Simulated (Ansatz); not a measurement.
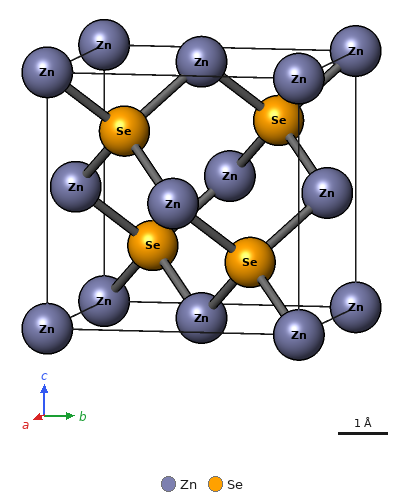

Lattice vibrations of crystalline ZnSe relaxed at 20 GPa, space group F-43m (No. 216), at the zone centre. The picture is a ball-and-stick view of the conventional cell (4 times the calculation's cell), seen slightly off an axis. Lengths and directions refer to the drawn axes.

Computed with Ansatz 0.2.0, DFT PBE, scalar-relativistic, plane waves, PAW. (plane-wave cutoff 420 eV; k-point mesh 10 × 10 × 10; occupations fixed; target pressure 20 GPa; no spin polarisation)

Frequencies are those without the non-analytic (LO–TO) term.

**Give the spectrum at this point.**

The calculation's cell holds 2 atoms, so there are 3 optical modes, in 1 level. The optical modes span T₂. No level is unstable.

```json
{"level": "1", "symmetry": "T₂", "frequency (cm⁻¹)": "276", "activity": "infrared- and Raman-active"}
```

The modes drawn as arrows (one member of each degenerate set):

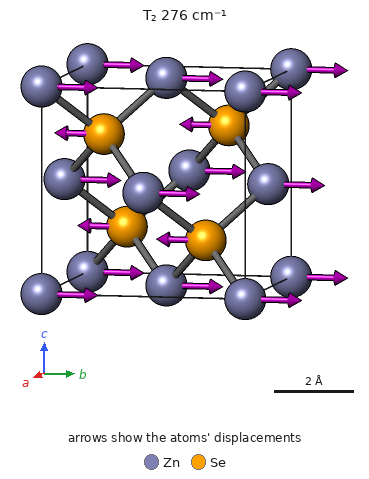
